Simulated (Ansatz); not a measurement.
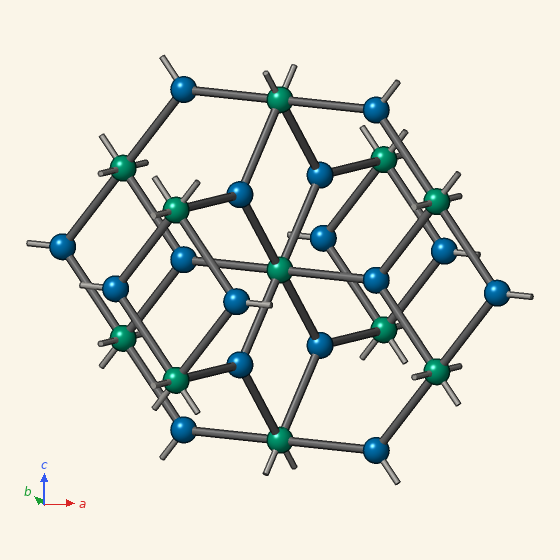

A cut-out of a periodic net derived from a crystal structure. Nodes are coloured by topological kind. Edges to nodes outside the piece are drawn as stubs.

What net is this?

A binodal (3,6)-connected, three-periodic net. It is the rtl net, known from rutile.

Give point symbol and coordination sequence of each kind of node.

3-connected node: 4.6^2, sequence 3, 14, 19, 62; 6-connected node: 4^2.6^10.8^3, sequence 6, 10, 38, 34.

The net was derived as follows. System GeO2 (space group P4_2/mnm, No. 136); source of the atomic positions: the geometry relaxed at a target pressure of 1 GPa with DFT PBE, scalar-relativistic, plane waves, PAW in Ansatz 0.2.0. Bonds are taken as Ge–O below 2.2 Å; no other contact counts. Simplification: prune 0- and 1-connected atoms, fold 2-connected ones into links. O is a 3-connected node; Ge is a 6-connected node, in the ratio 2:1.
